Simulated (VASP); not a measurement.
**Geometry relaxation of Ge (part 1 of 2)**

Ge (2 atoms in the cell), computed with Kohn-Sham DFT of a periodic cell, PBEsol, VASP PAW PBE potentials, recommended, no spin polarisation (VASP 6.6.1).

The structure derives from an entry of the Crystallography Open Database.

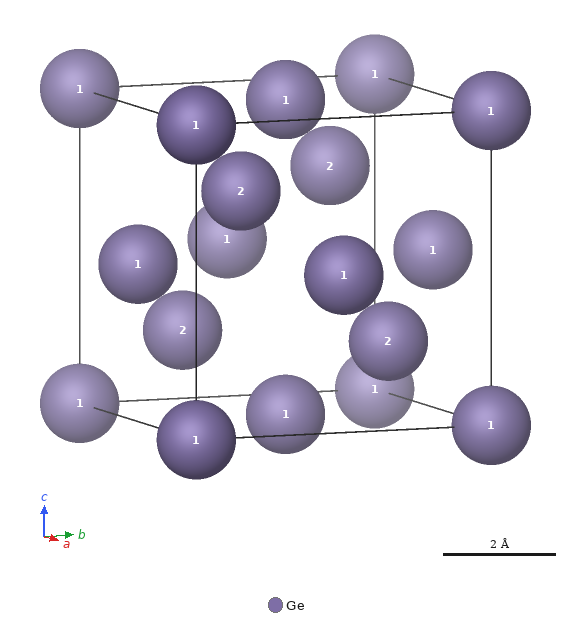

*The input geometry (spheres-only view of the cell 4 times as large as that of the calculation, set on its symmetry axes, seen slightly off an axis; atoms are numbered from 1 in the order of the input).*

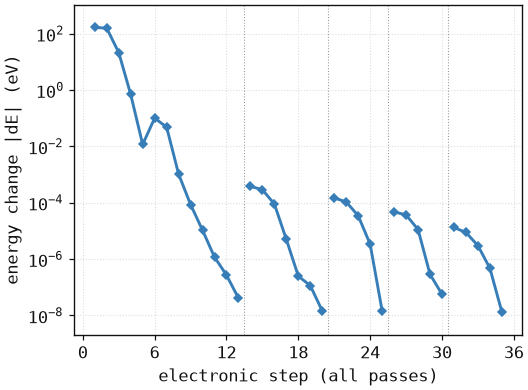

*Convergence of the self-consistent field: energy change |dE| against the electronic step. Each stretch between dotted lines is the SCF of one geometry step of a relaxation.*

The 5 ionic steps take 5 to 13 electronic steps each. The density is held fixed in the first few steps, and dE rises again when its update begins.

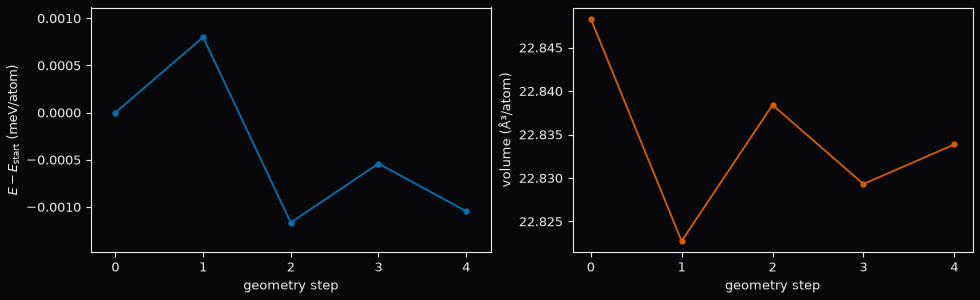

*Progress of the relaxation, step by step (steps are counted from 0).*

The energy falls by next to nothing (0.0 meV per atom) in 4 geometry steps. All forces vanish by symmetry, so only the cell relaxes. No atom moves by more than 0.005 Å relative to the cell. 

The input that produced these results follows, with the program's output.

### INCAR
```
PREC = Accurate
ENCUT = 600
EDIFF = 1E-7
ISMEAR = 0
SIGMA = 0.03
LREAL = F
LASPH = T
NELM = 80
ALGO = Normal
ISIF = 3
LWAVE = F
LCHARG = F
GGA = PS
IBRION = 2
NSW = 90
EDIFFG = -0.005
KPAR = 4
```

### KPOINTS
```
regular mesh
0
Gamma
  10 10 10
```

### POSCAR
```
Ge                                      
1.0
   -0.0000000000      2.8376024273      2.8376024273
    2.8376024273     -0.0000000000      2.8376024273
    2.8376024273      2.8376024273      0.0000000000
  Ge            
     2
Direct
     0.0000000000000000    0.0000000000000000    0.0000000000000000
     0.2500000000000000    0.2500000000000000    0.2500000000000000
```

Launched with:
```bash
cat potpaw_PBE.64/Ge_d/POTCAR > POTCAR
mpirun -np 4 vasp_std > vasp.out
```

### OSZICAR
```
N       E                     dE             d eps       ncg     rms          rms(c)
DAV:   1     0.169008932102E+03    0.16901E+03   -0.16822E+04  1722   0.461E+03
DAV:   2     0.122578491024E+02   -0.15675E+03   -0.15408E+03  1692   0.578E+02
DAV:   3    -0.930395580590E+01   -0.21562E+02   -0.21302E+02  1842   0.153E+02
DAV:   4    -0.100083590432E+02   -0.70440E+00   -0.70302E+00  1950   0.317E+01
DAV:   5    -0.100201163092E+02   -0.11757E-01   -0.11755E-01  1916   0.425E+00    0.321E+00
DAV:   6    -0.991882899186E+01    0.10129E+00   -0.40137E-02  2000   0.268E+00    0.184E+00
DAV:   7    -0.987031870273E+01    0.48510E-01   -0.71841E-02  1782   0.286E+00    0.157E-01
DAV:   8    -0.987136666232E+01   -0.10480E-02   -0.75324E-03  1950   0.144E+00    0.471E-02
DAV:   9    -0.987145308827E+01   -0.86426E-04   -0.36250E-04  2008   0.344E-01    0.108E-02
DAV:  10    -0.987146368316E+01   -0.10595E-04   -0.25282E-05  1980   0.643E-02    0.500E-03
DAV:  11    -0.987146486440E+01   -0.11812E-05   -0.44026E-06  2216   0.319E-02    0.148E-03
DAV:  12    -0.987146459397E+01    0.27043E-06   -0.90911E-07  2126   0.190E-02    0.342E-04
DAV:  13    -0.987146455260E+01    0.41375E-07   -0.18968E-08   972   0.196E-03
   1 F= -.98714646E+01 E0= -.98714414E+01  d E =-.987146E+01
       N       E                     dE             d eps       ncg     rms          rms(c)
DAV:   1    -0.987184870547E+01   -0.38411E-03   -0.55074E-03  2236   0.157E+00    0.116E-01
DAV:   2    -0.987155852728E+01    0.29018E-03   -0.40983E-04  2202   0.436E-01    0.576E-02
DAV:   3    -0.987146806233E+01    0.90465E-04   -0.15415E-04  2226   0.234E-01    0.137E-02
DAV:   4    -0.987146306885E+01    0.49935E-05   -0.18190E-05  2158   0.915E-02    0.286E-03
DAV:   5    -0.987146281987E+01    0.24898E-06   -0.13708E-06  1924   0.238E-02    0.204E-03
DAV:   6    -0.987146293445E+01   -0.11458E-06   -0.88013E-08   938   0.655E-03    0.926E-05
DAV:   7    -0.987146294895E+01   -0.14506E-07   -0.11855E-08   846   0.152E-03
   2 F= -.98714629E+01 E0= -.98714398E+01  d E =0.160365E-05
       N       E                     dE             d eps       ncg     rms          rms(c)
DAV:   1    -0.987161206448E+01   -0.14913E-03   -0.20720E-03  2236   0.968E-01    0.708E-02
DAV:   2    -0.987150500420E+01    0.10706E-03   -0.15307E-04  2202   0.266E-01    0.353E-02
DAV:   3    -0.987147023247E+01    0.34772E-04   -0.57957E-05  2226   0.143E-01    0.833E-03
DAV:   4    -0.987146686671E+01    0.33658E-05   -0.68386E-06  2158   0.561E-02    0.175E-03
DAV:   5    -0.987146688119E+01   -0.14486E-07   -0.51727E-07  1686   0.146E-02
   3 F= -.98714669E+01 E0= -.98714437E+01  d E =-.232859E-05
       N       E                     dE             d eps       ncg     rms          rms(c)
DAV:   1    -0.987151432059E+01   -0.47454E-04   -0.69097E-04  2234   0.557E-01    0.412E-02
DAV:   2    -0.987147722184E+01    0.37099E-04   -0.51974E-05  2202   0.155E-01    0.205E-02
DAV:   3    -0.987146597358E+01    0.11248E-04   -0.19502E-05  2234   0.832E-02    0.484E-03
DAV:   4    -0.987146568538E+01    0.28820E-06   -0.22718E-06  2144   0.324E-02    0.102E-03
DAV:   5    -0.987146562871E+01    0.56668E-07   -0.15300E-07   854   0.831E-03
   4 F= -.98714656E+01 E0= -.98714425E+01  d E =-.107611E-05
       N       E                     dE             d eps       ncg     rms          rms(c)
DAV:   1    -0.987147895084E+01   -0.13265E-04   -0.17341E-04  2236   0.279E-01    0.206E-02
DAV:   2    -0.987147011451E+01    0.88363E-05   -0.13053E-05  2198   0.778E-02    0.102E-02
DAV:   3    -0.987146710407E+01    0.30104E-05   -0.49090E-06  2212   0.418E-02    0.240E-03
DAV:   4    -0.987146662964E+01    0.47442E-06   -0.56091E-07  1730   0.161E-02    0.484E-04
DAV:   5    -0.987146664292E+01   -0.13274E-07   -0.38671E-08   862   0.412E-03
   5 F= -.98714666E+01 E0= -.98714435E+01  d E =-.209032E-05
```

### Parts of OUTCAR
```
PREC = Accurate
   ENCUT = 600
   EDIFF = 1E-7
   ISMEAR = 0
   LREAL = F
   LASPH = T
   NELM = 80
   ISIF = 3
   GGA = PS
   IBRION = 2
   NSW = 90
   EDIFFG = -0.005

 ion  position               nearest neighbor table
   1  0.000  0.000  0.000-   2 2.46   2 2.46   2 2.46   2 2.46
   2  0.250  0.250  0.250-   1 2.46   1 2.46   1 2.46   1 2.46

  LATTYP: Found a face centered cubic cell.
 ALAT       =     5.6752048546

  Lattice vectors:

 A1 = (   0.0000000000,   2.8376024273,   2.8376024273)
 A2 = (   2.8376024273,   0.0000000000,   2.8376024273)
 A3 = (   2.8376024273,   2.8376024273,   0.0000000000)

Analysis of symmetry for initial positions (statically):
=====================================================================
 Subroutine PRICEL returns:
 Original cell was already a primitive cell.

 Routine SETGRP: Setting up the symmetry group for a
 face centered cubic supercell.

 Subroutine GETGRP returns: Found 48 space group operations
 (whereof 24 operations were pure point group operations)
 out of a pool of 48 trial point group operations.

The static configuration has the point symmetry T_d .
 The point group associated with its full space group is O_h .

Analysis of symmetry for dynamics (positions and initial velocities):
=====================================================================
 Subroutine PRICEL returns:
 Original cell was already a primitive cell.

 Routine SETGRP: Setting up the symmetry group for a
 face centered cubic supercell.

 Subroutine GETGRP returns: Found 48 space group operations
 (whereof 24 operations were pure point group operations)
 out of a pool of 48 trial point group operations.

The dynamic configuration has the point symmetry T_d .
 The point group associated with its full space group is O_h .

 Subroutine INISYM returns: Found 48 space group operations
 (whereof 24 operations are pure point group operations),
 and found     1 'primitive' translations

----------------------------------------------------------------------------------------

                                     Primitive cell

  volume of cell :      45.6967

  direct lattice vectors                    reciprocal lattice vectors
     0.000000000  2.837602427  2.837602427    -0.176205093  0.176205093  0.176205093
     2.837602427  0.000000000  2.837602427     0.176205093 -0.176205093  0.176205093
     2.837602427  2.837602427  0.000000000     0.176205093  0.176205093 -0.176205093

  length of vectors
     4.012975837  4.012975837  4.012975837     0.305196174  0.305196174  0.305196174

  position of ions in fractional coordinates (direct lattice)
     0.000000000  0.000000000  0.000000000
     0.250000000  0.250000000  0.250000000

  ion indices of the primitive-cell ions
   primitive index   ion index
                 1           1
                 2           2

----------------------------------------------------------------------------------------

 KPOINTS: regular mesh

Automatic generation of k-mesh.
 Grid dimensions read from file:
 generate k-points for:   10   10   10

 Generating k-lattice:

  Cartesian coordinates                     Fractional coordinates (reciprocal lattice)
    -0.017620509  0.017620509  0.017620509     0.100000000  0.000000000  0.000000000
     0.017620509 -0.017620509  0.017620509     0.000000000  0.100000000  0.000000000
     0.017620509  0.017620509 -0.017620509     0.000000000  0.000000000  0.100000000

  Length of vectors
     0.030519617  0.030519617  0.030519617

  Shift w.r.t. Gamma in fractional coordinates (k-lattice)
     0.000000000  0.000000000  0.000000000

 Subroutine IBZKPT returns following result:
 ===========================================

 Found     47 irreducible k-points:

 Following reciprocal coordinates:
            Coordinates               Weight
  0.000000  0.000000  0.000000      1.000000
  0.100000  0.000000  0.000000      8.000000
  0.200000  0.000000  0.000000      8.000000
  0.300000  0.000000  0.000000      8.000000
  0.400000  0.000000  0.000000      8.000000
  0.500000  0.000000  0.000000      4.000000
  0.100000  0.100000  0.000000      6.000000
  0.200000  0.100000  0.000000     24.000000
  0.300000  0.100000  0.000000     24.000000
  0.400000  0.100000  0.000000     24.000000
  0.500000  0.100000  0.000000     24.000000
 -0.400000  0.100000  0.000000     24.000000
 -0.300000  0.100000  0.000000     24.000000
 -0.200000  0.100000  0.000000     24.000000
 -0.100000  0.100000  0.000000     12.000000
  0.200000  0.200000  0.000000      6.000000
  0.300000  0.200000  0.000000     24.000000
  0.400000  0.200000  0.000000     24.000000
  0.500000  0.200000  0.000000     24.000000
 -0.400000  0.200000  0.000000     24.000000
 -0.300000  0.200000  0.000000     24.000000
 -0.200000  0.200000  0.000000     12.000000
  0.300000  0.300000  0.000000      6.000000
  0.400000  0.300000  0.000000     24.000000
 [... further k-points ...]
   k-points           NKPTS =     47   k-points in BZ     NKDIM =     47   number of bands    NBANDS=     18
   number of dos      NEDOS =    301   number of ions     NIONS =      2
   total plane-waves  NPLWV =  32768
   dimension x,y,z NGX =    32 NGY =   32 NGZ =   32
   dimension x,y,z NGXF=    64 NGYF=   64 NGZF=   64
   ions per type =               2
   NGX,Y,Z   is equivalent  to a cutoff of  13.26, 13.26, 13.26 a.u.
   NGXF,Y,Z  is equivalent  to a cutoff of  26.51, 26.51, 26.51 a.u.
 SYSTEM =  unknown system
   PREC   = accura    normal or accurate (medium, high low for compatibility)
   ISTART =      0    job   : 0-new  1-cont  2-samecut
   ICHARG =      2    charge: 1-file 2-atom 10-const
   ISPIN  =      1    spin polarized calculation?
   LNONCOLLINEAR =      F non collinear calculations
   LSORBIT =      F    spin-orbit coupling
   LASPH  =      T    aspherical Exc in radial PAW
   ENCUT  =  600.0 eV  44.10 Ry    6.64 a.u.   8.01  8.01  8.01*2*pi/ulx,y,z
   NELM   =     80;   NELMIN=  2; NELMDL= -5     # of ELM steps
   EDIFF  = 0.1E-06   stopping-criterion for ELM
   LREAL  =      F    real-space projection
   EDIFFG = -.5E-02   stopping-criterion for IOM
   NSW    =     90    number of steps for IOM
   IBRION =      2    ionic relax: 0-MD 1-quasi-New 2-CG
   NFREE  =      1    steps in history (QN), initial steepest desc. (CG)
   ISIF   =      3    stress and relaxation
   ISYM   =      2    0-nonsym 1-usesym 2-fastsym
   POTIM  = 0.5000    time-step for ionic-motion
   TEBEG  =    0.0;   TEEND  =   0.0 temperature during run
   PSTRESS=    0.0 pullay stress
   NELECT =      28.0000    total number of electrons
   NUPDOWN=      -1.0000    fix difference up-down
   EMIN   =  10.00;   EMAX   =-10.00  energy-range for DOS
   EFERMI =   0.00;   METHOD = LEGACY
   ISMEAR =     0;   SIGMA  =   0.03  broadening in eV -4-tet -1-fermi 0-gaus
   EFERMI_NEDOS =   21; number of points for ismear=-14 and -15
   IALGO  =     38    algorithm
   IMIX   =      4    mixing-type and parameters
     AMIX     =   0.40;   BMIX     =  1.00
     AMIX_MAG =   1.60;   BMIX_MAG =  1.00
  volume/ion in A,a.u.               =      22.85       154.19
  Fermi-wavevector in a.u.,A,eV,Ry     =   1.390484  2.627634 26.306122  1.933445
  Thomas-Fermi vector in A             =   2.514415
   LORBIT       =      0    0 simple, 1 ext, 2 COOP (PROOUT), +10 PAW based schemes
   GGA     = PS    functional components
   LHFCALC =     F    Hartree Fock is set to
   AEXX    =    0.0000 exact exchange contribution
   IVDW    =     0    specifies the selected vdW correction
   LEPSILON=     F    determine dielectric tensor
   LRPA    =     F    only Hartree local field effects (RPA)
 conjugate gradient relaxation of ions
 non-spin polarized calculation
 Gauss-broadening in eV      SIGMA  =   0.03
  energy-cutoff  :      600.00
  volume of cell :       45.70
 maximum number of plane-waves:      1542
   NGX = 17   NGY = 17   NGZ = 17

--------------------------------------- Ionic step        1  -------------------------------------------

 number of electron      28.0000020 magnetization

 Free energy of the ion-electron system (eV)
  ---------------------------------------------------
  ext. energy  EPLUGINS =         0.00000000
  ---------------------------------------------------
  free energy    TOTEN  =        -9.87146455 eV

  energy without entropy =       -9.87141825  energy(sigma->0) =       -9.87144140

------------------------ aborting loop because EDIFF is reached ----------------------------------------

  FORCE on cell =-STRESS in cart. coord.  units (eV):
  Direction    XX          YY          ZZ          XY          YZ          ZX
  --------------------------------------------------------------------------------------
  -------------------------------------------------------------------------------------
  Total       -0.0154882     -0.0154882     -0.0154882     -0.0000000     -0.0000000     -0.0000000
  in kB       -0.5430344     -0.5430344     -0.5430344     -0.0000000     -0.0000000     -0.0000000
  external PRESSURE =      -0.5430344 kB  Pullay stress =       0.0000000 kB

 VOLUME and BASIS-vectors are now :
 -----------------------------------------------------------------------------
  energy-cutoff  :      600.00
  volume of cell :       45.70
      direct lattice vectors                 reciprocal lattice vectors
     0.000000000  2.837602427  2.837602427    -0.176205093  0.176205093  0.176205093
     2.837602427  0.000000000  2.837602427     0.176205093 -0.176205093  0.176205093
     2.837602427  2.837602427  0.000000000     0.176205093  0.176205093 -0.176205093

 POSITION                                       TOTAL-FORCE (eV/Angst)
```
